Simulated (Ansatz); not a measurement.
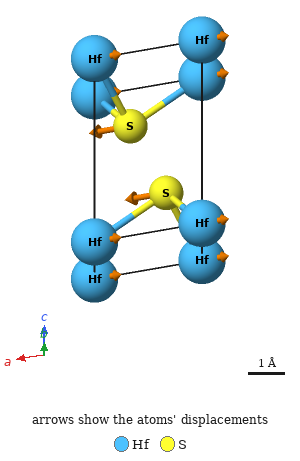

Normal modes of a crystal of HfS2 relaxed at 4 GPa, space group P-3m1 (No. 164), at the zone centre. The optical levels lie at 164 (×2), 267 (×2), 317, 353 cm⁻¹. One mode is drawn. The orange arrows are the displacements of the atoms (eigenvector over the root of the mass), of arbitrary overall length and sign. A ball-and-stick model of the cell of the calculation, seen from a free direction.

Level of theory: Ansatz 0.2.0, DFT PBE+D3(BJ), scalar-relativistic, plane waves, PAW. (plane-wave cutoff 420 eV; k-point mesh 12 × 12 × 8; occupations fixed; target pressure 4 GPa; no spin polarisation)

Frequencies are those without the non-analytic (LO–TO) term.

> Which of these frequencies is the drawn mode's?

The level at 164 cm⁻¹. This is the E_u mode (doubly degenerate; one member of the set is drawn), the lowest optical level, infrared-active by symmetry. The S sublattice moves against the Hf sublattice, along a; the kinetic energy is shared as S 74 %, Hf 26 %. Its infrared intensity is 44 (D/Å)²/amu for the set.
